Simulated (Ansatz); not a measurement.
A series of calculations on ZrS₂

## 1. Relaxation

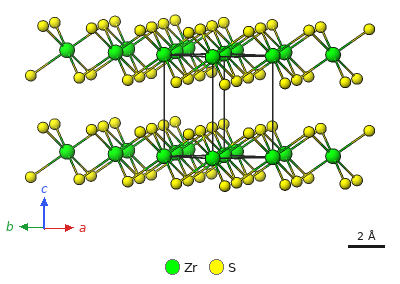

Starting structure of a crystal of ZrS2 (set up in P-3m1). The picture is a ball-and-stick view of the cell of the calculation, repeated 2 × 3 × 1 with one cell outlined, seen from a free direction.

Case: volume × 0.94, shape and atoms relaxed.

Method: DFT PBEsol, scalar-relativistic, plane waves, PAW in Ansatz 0.2.0.

Input
```yaml
crystal:
  lattice:
    - [3.5762989503, 0.0, 0.0]
    - [-1.7881494752, 3.0971657425, 0.0]
    - [0.0, 0.0, 5.6927334577]
  atoms:
    - { symbol: Zr, position: [0.0, 0.0, 0.0] }
    - { symbol: S, position: [0.6666666667, 0.3333333333, 0.7467205601] }
    - { symbol: S, position: [0.3333333333, 0.6666666667, 0.2532794399] }
basis:
  ecutwfc: 420
kpoints:
  mp_grid: { grid: [12, 12, 6] }
hamiltonian:
  xc: pbesol
scf:
  occupations: { method: gaussian, width: 0.02 }
output:
  forces: true
  stress: true
  eigenvalues: true
relax:
  adjacent_minimum: "off"
  f_tol: 0.01
  max_steps: 30
  cell: { stress_tol: 0.1, fix: [volume] }
```

Run as
```bash
ansatz run input.yaml --threads 1 --pin off --max-ram 2560MiB --backend cpu --events-out ev --progress --plain --runs-dir out
```

**What does the optimiser find from here?**

The largest moves relative to the cell, 0.035 Å, are those of S2 and S3. S2 goes along −c. Zr stays in place. The drawn cell changes at constant volume: a = b 3.576 → 3.595 Å (+0.5 %), c 5.693 → 5.633 Å (−1.0 %). Near-neighbour distances that change, for instance: Zr1–S2 2.518 → 2.539 Å. The space group stays P-3m1 (No. 164). Over 3 accepted moves (4 points after the start) the energy falls by 5.0 meV per atom. The largest force component goes from 0.39 to 0.00035 eV/Å. Pressure: 4.13 GPa at the start and 1.76 GPa at the end. The SCF was repeated once at an unchanged geometry on a basis and grid sized afresh for the cell, which shifted the energy by less than 0.05 meV per atom at most.

The end point in the same view:

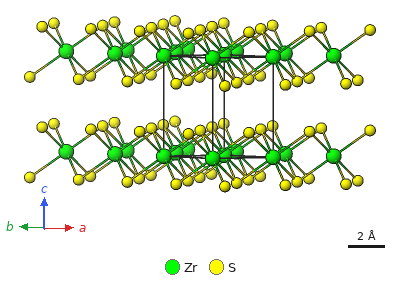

Limits of the set-up: layers or molecules are held without a dispersion correction, so their spacing is unreliable.

## 2. Relaxation

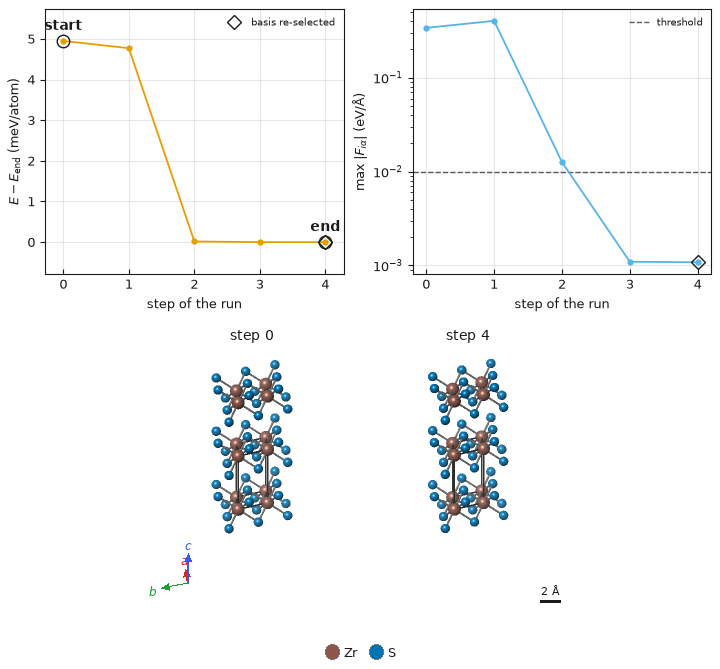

First and last geometry of a relaxation of crystalline ZrS$_{2}$ (set up in P-3m1), with the history of the run. The picture is a ball-and-stick view of the cell of the calculation, repeated 1 × 1 × 2 with one cell outlined, seen from a free direction.

Case: volume × 1.03, shape and atoms relaxed.

Method: DFT PBEsol, scalar-relativistic, plane waves, PAW (Ansatz 0.2.0).

Input
```yaml
crystal:
  lattice:
    - [3.6632890046, 0.0, 0.0]
    - [-1.8316445023, 3.1725013394, 0.0]
    - [0.0, 0.0, 5.9450496595]
  atoms:
    - { symbol: Zr, position: [0.0, 0.0, 0.0] }
    - { symbol: S, position: [0.6666666667, 0.3333333333, 0.7531560981] }
    - { symbol: S, position: [0.3333333333, 0.6666666667, 0.2468439019] }
basis:
  ecutwfc: 420
kpoints:
  mp_grid: { grid: [12, 12, 6] }
hamiltonian:
  xc: pbesol
scf:
  occupations: { method: gaussian, width: 0.02 }
output:
  forces: true
  stress: true
  eigenvalues: true
relax:
  adjacent_minimum: "off"
  f_tol: 0.01
  max_steps: 30
  cell: { stress_tol: 0.1, fix: [volume] }
```

Run as
```bash
ansatz run input.yaml --threads 1 --pin off --max-ram 2560MiB --backend cpu --events-out ev --progress --plain --runs-dir out
```

What do the curves and the structures tell?

Answer. It converged. The largest moves relative to the cell, 0.039 Å, are those of S2 and S3. S2 goes along +c. Zr stays in place. The drawn cell changes at constant volume: a = b 3.663 → 3.636 Å (−0.7 %), c 5.945 → 6.035 Å (+1.5 %). Near-neighbour distances that change, for instance: Zr1–S2 2.574 → 2.551 Å. The space group stays P-3m1 (No. 164). Over 3 accepted moves (4 points after the start) the energy falls by 4.9 meV per atom. Largest force component: 0.34 eV/Å at the start, 0.0011 eV/Å at the end. Pressure: −2.71 GPa at the start and −0.39 GPa at the end. At 1 point the geometry stayed and the basis and grid were re-selected for the new cell (energy shift of less than 0.05 meV per atom at most each time).

Limits of the set-up: layers or molecules are held without a dispersion correction, so their spacing is unreliable.

## 3. A change

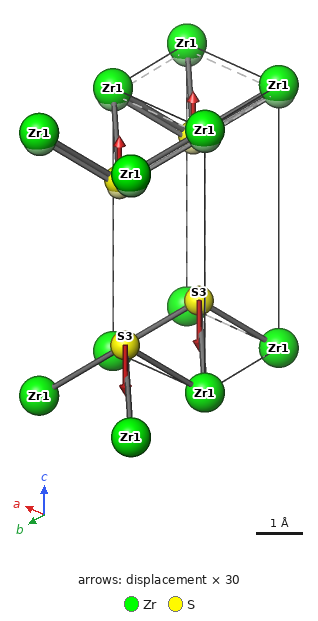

Crystalline ZrS2 (set up in P-3m1), drawn pale, and a changed version of it, drawn solid. The red arrows show how the atoms are displaced (without the part that the change of the cell carries along), magnified 30 times. Style: ball-and-stick. Shown: the cell of the calculation, repeated 1 × 2 × 1 with one cell outlined, from a free direction.

The calculation used DFT PBEsol, scalar-relativistic, plane waves, PAW in Ansatz. (plane-wave cutoff 420 eV; k-point mesh 12 × 12 × 6; occupations gaussian; smearing width 0.02 eV; no spin polarisation)

What was done to the structure, and with what result?

The volume is changed by +3.0 %. The cell's shape and the atoms are relaxed at that volume. The energy changes by less than 1 meV per atom. The pressure goes from 0.0 to −0.4 GPa. Cell: a = b 3.627 → 3.636 Å (+0.2 %), c 5.887 → 6.035 Å (+2.5 %). Volume +3.0 %. The largest moves relative to the cell, 0.039 Å, are those of S atoms. Zr stays in place. The space group stays P-3m1 (No. 164).

Limits of the set-up: layers or molecules are held without a dispersion correction, so their spacing is unreliable.
